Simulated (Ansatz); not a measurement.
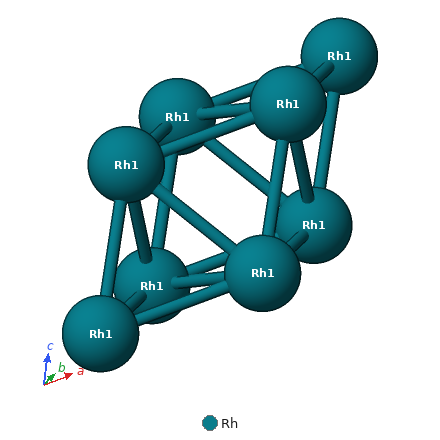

Three computed energy maps of cells of Rh. The picture above is the structure of the first map.

Map 1

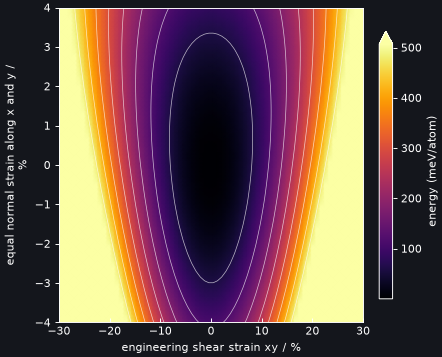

Rh (Fm-3m, No. 225; 1 atom in the cell). The energy is mapped over two homogeneous strains (x, y and z along the cube axes). First axis: engineering shear strain xy. Second axis: equal normal strain along x and y. Nothing is relaxed (symmetry fixes all fractional coordinates). The grid has 7 × 7 points; 28 points were computed and 21 follow by symmetry. Points are written as (first, second). All energies are given in meV/atom relative to the lowest grid point. Computed with DFT LDA, scalar-relativistic, plane waves, PAW in Ansatz. Settings: cutoff 420 eV, k-mesh 20×20×20, gaussian smearing 0.15 eV, no spin polarisation.

In the figure: a smooth colour map with a few white contour lines, one colour for all values above the top of the scale. Between grid points the surface is interpolated.

Map 2

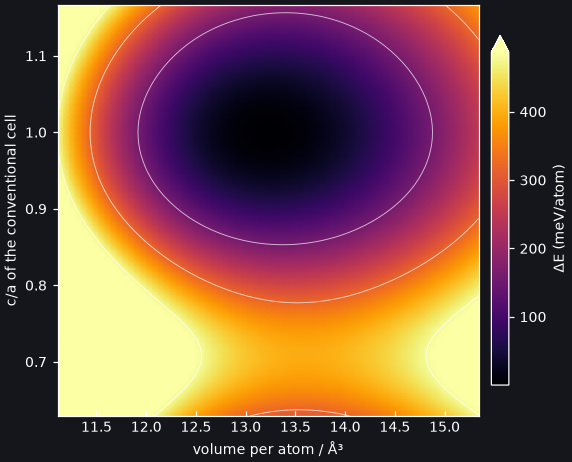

Rh (Fm-3m, No. 225; 1 atom in the cell). 
- The energy is mapped over volume and the cell's shape.
- First axis: volume per atom. Second axis: c/a of the conventional cell.
- Nothing is relaxed (symmetry fixes all fractional coordinates).
- The scan uses a 7 × 9 grid.
- Points are written as (first, second).
- Energies: meV/atom, counted from the lowest grid point.
- The calculation used Ansatz, DFT LDA, scalar-relativistic, plane waves, PAW. Settings: cutoff 420 eV, k-mesh 22×22×22, gaussian smearing 0.15 eV, no spin polarisation.

Drawn: a smooth colour map with a few white contour lines, one colour for all values above the top of the scale. Between grid points the surface is interpolated.

Map 3

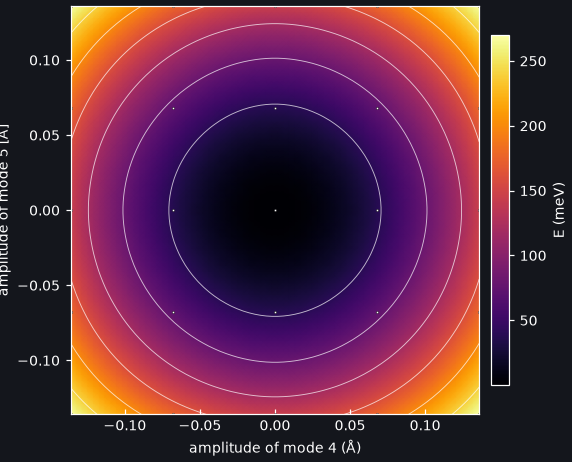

Rh (Fm-3m, No. 225; 2 atoms in the cell). The energy is mapped over two normal modes frozen in (zone-centre modes of the 2-atom cell of this scan, which folds in the wave vector (0, 0, 1/2) of the primitive cell). The first coordinate is: amplitude of mode 4 (146 cm⁻¹), largest displacement; the second: amplitude of mode 5 (146 cm⁻¹), largest displacement. Nothing is relaxed (the cell and all other modes fixed). Grid: 5 × 5 points; 13 points were computed and 12 follow by symmetry. Points are written as (first, second). Energies are in meV per cell, from the lowest grid point. Computed with Ansatz, DFT LDA, scalar-relativistic, plane waves, PAW. Settings: cutoff 420 eV, k-mesh 21×21×20 in the order of the run's cell vectors, gaussian smearing 0.15 eV, no spin polarisation.

In the figure: a smooth colour map with a few white contour lines, dots at the grid points. Between grid points the surface is interpolated.

Summarise the maps one by one.

Answer. Map 1: The lowest grid point is at (0 %, 0.00 %). It is the only kind of minimum in the scanned range. The highest grid point, (−30 %, −4.00 %), lies 1492 meV/atom above the lowest. Round the minimum the two coordinates are nearly uncoupled.
Map 2: The lowest grid point is at (13.23 Å³, 1.000) [fcc]. It is the only kind of minimum in the scanned range. The highest grid point, (11.11 Å³, 0.734), lies 992 meV/atom above the lowest. Round the minimum the two coordinates are nearly uncoupled.
Map 3: The lowest grid point is at (0.000 Å, 0.000 Å). It is the only kind of minimum in the scanned range. The highest grid point, (−0.136 Å, 0.136 Å), lies 270 meV above the lowest.

Maps 1, 2, 3 start from a relaxed reference structure. Do they show a way to lower its energy?

Answer. No. In each of them the reference is the lowest point, within the accuracy of the grid, so it is stable against the distortions scanned (other distortions weren't tried).

PAW datasets: the set soft_1.
